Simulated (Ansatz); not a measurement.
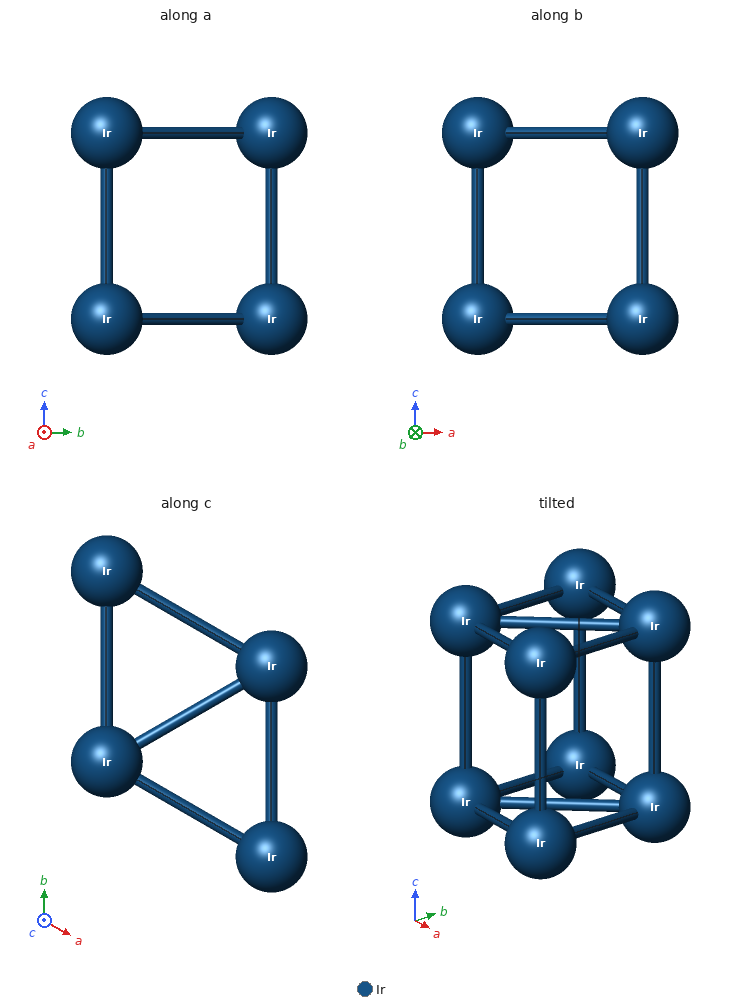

Ball-and-stick drawing of the structure, looking along the a axis, along the b axis, along the c axis and slightly off an axis. The edges of the conventional unit cell are marked.

Lattice parameters: a = 2.639 Å, b = 2.639 Å, c = 2.581 Å, α = 90.00°, β = 90.00°, γ = 120.00°. Put a along x and b in the xy plane.

Transcribe the picture into a POSCAR file.

Answer.
```
Ir
1.0
     2.639    0.000    0.000
    -1.319    2.285    0.000
     0.000    0.000    2.581
Ir
1
Direct
  0.0000 0.0000 0.0000
```

The cell started as a textbook structure type filled with this element (whether it is the usual form wasn't checked). What is shown is the relaxed result from Ansatz, DFT r2SCAN, scalar-relativistic, plane waves, PAW.
